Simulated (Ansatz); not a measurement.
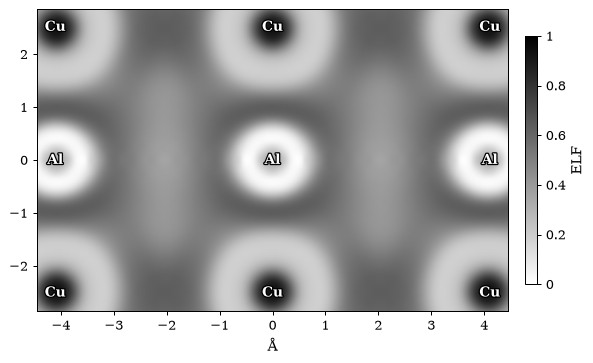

Figure. Al2Cu. ELF on the (101̄) plane of the conventional cell.

Space group P4/mmm; a structure from a database of computed crystals, not necessarily the ambient phase; computed without spin polarisation.

Method: DFT PBE, scalar-relativistic, plane waves, PAW (Ansatz).

```
CELL_PARAMETERS angstrom
4.10518 0.00000 0.00000
0.00000 4.10518 0.00000
0.00000 0.00000 2.89131
ATOMIC_POSITIONS crystal
Al 0.50000 0.00000 0.50000
Al 0.00000 0.50000 0.50000
Cu 0.00000 0.00000 0.00000
```

What does the map show?

Answer. Atoms in the plane: Al and Cu. Al–Cu (2.51 Å): the ELF peaks at about 0.65 between the atoms. The features right at Cu lie inside the PAW spheres, where the map follows smoothed inner orbitals and isn't to be read closely.

Does the calculation give a band gap?

Answer. It is gapless in this calculation (a metal or semimetal).
